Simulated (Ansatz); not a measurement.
# CuI: what the fields show

```
Cu I
1.0
     7.00749    0.00000    0.00000
     0.00000    7.18631    0.00000
     0.00000    0.00000    4.29089
Cu I
4 4
Direct
  0.00000 0.58320 0.75000
  0.50000 0.08320 0.75000
  0.00000 0.41680 0.25000
  0.50000 0.91680 0.25000
  0.00000 0.22119 0.75000
  0.50000 0.72119 0.75000
  0.00000 0.77881 0.25000
  0.50000 0.27881 0.25000
```

Space group Cmcm; a structure from a database of computed crystals, not necessarily the ambient phase; started from the database structure prototype, which need not be the ambient phase; changed on purpose from its base cell (uniaxial z strain -0.7%); computed pressure about 3 GPa in this cell; computed without spin polarisation.

All numbers below come from DFT, HSE06, plane waves, PAW (Ansatz 0.2.0).

Core electrons are frozen (PAW), and the valence fields are smoothed inside the atomic spheres.

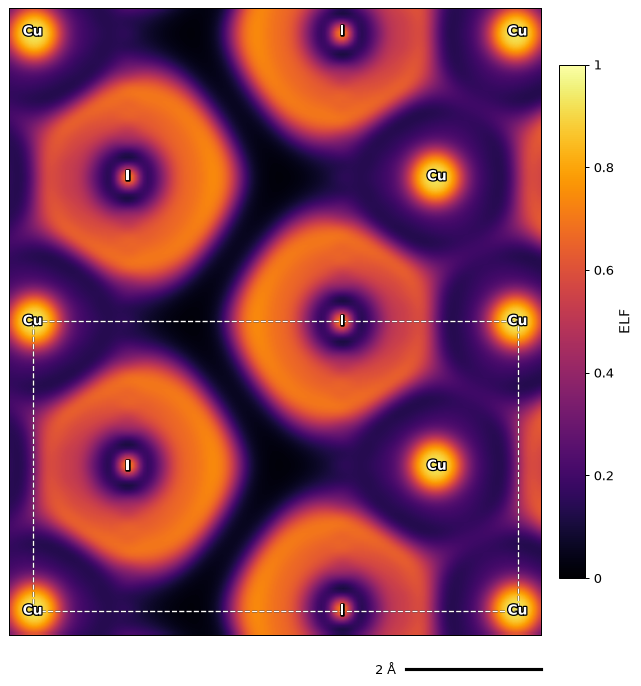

Figure 1. Electron localisation function on the (100) plane of the conventional cell.

Describe what can be read from this map.

Answer.
- Atoms in the plane: Cu and I.
- Cu–I (2.56 Å): the ELF is about 0.55 at the midpoint.
- The features right at Cu lie inside the PAW spheres, where the map follows smoothed inner orbitals and isn't to be read closely.

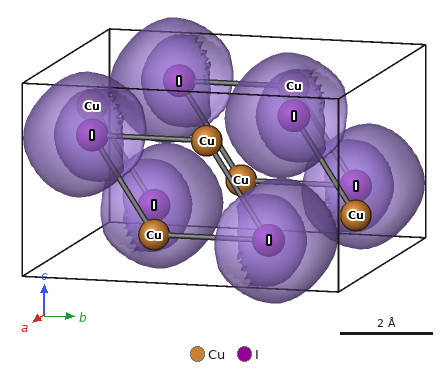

Figure 2. Isosurface of the ELF at 0.65 (purple), seen slightly off an axis. Core shells and regions of very low density are left out. Sticks mark near contacts.

What do the ELF domains correspond to?

Answer. The surface consists of four regions wrapped around I (the valence shell of each), counted in one cell of 8 atoms. Regions shared between cells count once.

Metal or insulator at this level of theory?

Answer. It is gapped, with a Kohn–Sham gap of 2.2 eV on the k-point mesh, an upper bound to the gap of this method.
